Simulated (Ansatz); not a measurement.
```
Zr S
1.0
     3.69138    0.00000    0.00000
    -1.84569    3.19683    0.00000
     0.00000    0.00000    6.04108
Zr S
1 2
Direct
  0.00000 0.00000 0.00000
  0.33333 0.66667 0.23791
  0.66667 0.33333 0.76209
```

Space group P-3m1; a structure from a database of computed crystals, not necessarily the ambient phase; computed pressure about 4 GPa in this cell.

These are results of Ansatz 0.2.0, Kohn-Sham DFT of a periodic cell, BLYP, Ansatz PAW, not measurements.

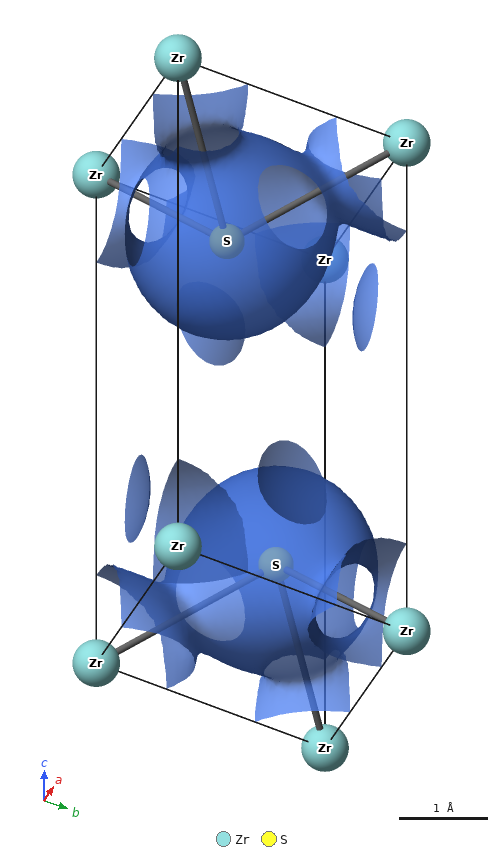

ZrS₂. Isosurface of the valence electron density at 0.3 e/Å³ (blue), seen at an oblique angle. Sticks mark near contacts.

The density is the valence pseudo-density of a PAW calculation; it isn't the true density close to the nuclei.

Which contacts does the surface bridge?

Answer. At this value the density is joined into sheets; it holds about 80 % of the electrons treated as valence (semicore included). It bridges the sampled Zr–S (2.57 Å) contacts, where the density stays above the isovalue. On the grid the lowest density along these lines, outside the cores, is 0.43 e/Å³ (Zr–S, 2.57 Å).

Does the calculation give a band gap?

Answer. It is gapped, with a Kohn–Sham gap of 1.2 eV on the k-point mesh (the band edges may lie off the mesh, which would make the gap smaller).
